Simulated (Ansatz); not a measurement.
ScAl17N18 (cell with a defect)

```
Sc Al N
1.0
     4.67067    2.69661   -4.98365
     0.00000   -5.39323   -4.98365
    -4.67067    2.69661   -4.98365
Sc Al N
1 17 18
Direct
  0.05949 0.39282 0.05949
  0.05482 0.05362 0.39226
  0.39226 0.38815 0.72029
  0.72029 0.38815 0.39226
  0.39226 0.05362 0.05482
  0.05482 0.72559 0.72029
  0.38792 0.72125 0.38792
  0.72329 0.05663 0.72329
  0.72029 0.72559 0.05482
  0.77564 0.10897 0.11104
  0.77742 0.77819 0.44485
  0.11104 0.10897 0.77564
  0.44485 0.11075 0.44485
  0.11086 0.78385 0.11086
  0.77564 0.44438 0.77564
  0.11086 0.44420 0.45052
  0.44485 0.77819 0.77742
  0.45052 0.44420 0.11086
  0.92171 0.25504 0.92171
  0.92753 0.92973 0.26310
  0.26310 0.26086 0.59639
  0.59639 0.26086 0.26310
  0.26310 0.92973 0.92753
  0.92753 0.59644 0.59639
  0.25919 0.59252 0.25919
  0.59523 0.92856 0.59523
  0.59639 0.59644 0.92753
  0.97902 0.31235 0.33803
  0.98399 0.98296 0.64963
  0.33803 0.31235 0.97902
  0.64963 0.31733 0.64963
  0.31674 0.98325 0.31674
  0.97902 0.67137 0.97902
  0.31674 0.65008 0.64991
  0.64963 0.98296 0.98399
  0.64991 0.65008 0.31674
```

Computed with Ansatz, DFT PBEsol, scalar-relativistic, plane waves, PAW.

### What will maps of the valence pseudo-density and electron localisation function show?

Al–N (1.89 Å): ρ is about 0.68 e/Å³ halfway; the ELF peaks at about 0.90 in the valence shell of N, 0.8 Å from its nucleus, and is about 0.85 at the midpoint.
Sc–N (2.02 Å): the density is about 0.68 e/Å³ at the midpoint; the ELF peaks at about 0.85 in the valence shell of N, 0.6 Å from its nucleus, and is about 0.25 at the midpoint (no shared electron pair shows on this line).
Al–N (1.92 Å): ρ is about 0.64 e/Å³ halfway; the ELF peaks at about 0.90 between the atoms.

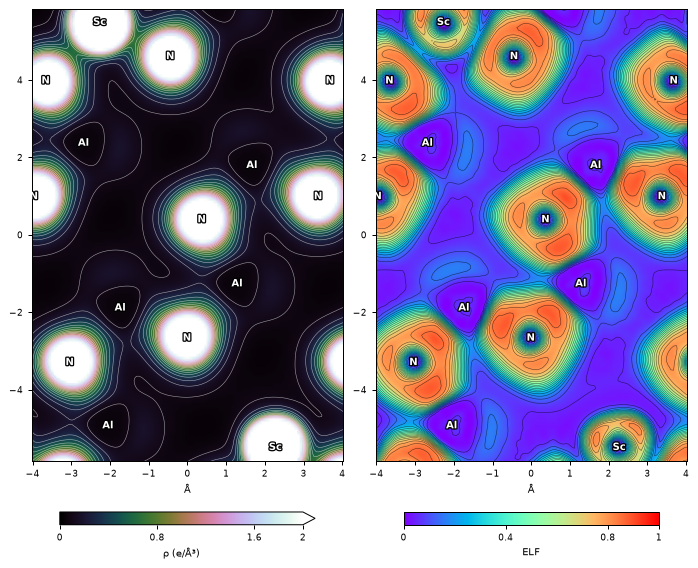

Computed valence pseudo-density and electron localisation function on the (011̄) plane of the calculation cell, in this order. 

Core electrons are frozen (PAW), and the valence fields are smoothed inside the atomic spheres.
